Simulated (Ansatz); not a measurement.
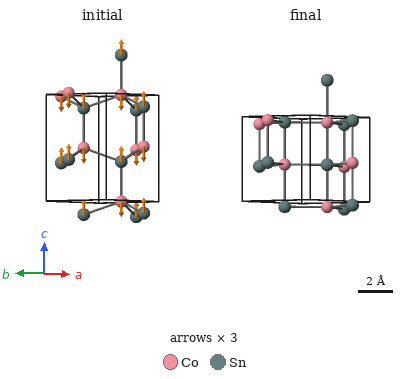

The structure of solid CoSn (a generated structure, set up in P6_3mc) (coarse preliminary run) before (left) and after (right) a relaxation, at one scale. The orange arrows give the displacements (the part carried along by the change of the cell is left out), 3 times their true length.

The picture is a ball-and-stick view of the cell of the calculation, seen from a free direction.

Theory: DFT PBE, scalar-relativistic, plane waves, PAW (Ansatz 0.2.0). Set-up: plane-wave cutoff 420 eV; k-point mesh 6 × 6 × 4; occupations gaussian; smearing width 0.1 eV; collinear spin; cell and atoms relaxed; force threshold 0.04 eV/Å; at most 70 steps.

Describe what moved and what it gained.

Answer. The energy falls by 1.592 eV per cell of the calculation in 9 accepted moves (12 points after the start). Largest force component: 0.19 eV/Å at the start, 0.00017 eV/Å at the end. The pressure goes from 12.09 to 0.27 GPa. The line search rejected the trial step at point 7 of the run. At 2 points the geometry stayed and the basis and grid were re-selected for the new cell (energy shift of 59.8 meV per cell of the calculation at most each time). The largest moves relative to the cell, 0.31 Å, are those of Co and Sn atoms. Largest moves by element: Sn 0.31 Å, Co 0.31 Å. The drawn cell changes as follows: a = b 3.883 → 4.389 Å (+13.0 %), c 6.338 → 5.029 Å (−20.7 %); the volume changes by +1.3 %. Near-neighbour distances that change, for instance: Co–Sn 3.961 → 2.514 Å, Co–Sn 2.378 → 2.534 Å, Co–Sn 2.377 → 2.514 Å. New bonds form: Co–Sn (3.96 → 2.51 Å). Among the angles between lasting bonds that change: Sn–Co–Sn 109.5° → 90.0°, Co–Sn–Co 109.5° → 90.0°, Co–Sn–Co 109.5° → 120.0°. The space group (tolerance 0.01 Å) goes from P6_3mc (No. 186) to P6_3/mmc (No. 194). The program noted that the starting moments weren't kept. The run may lie on a higher electronic state than the lowest, so the end point isn't shown to be the ground-state structure.
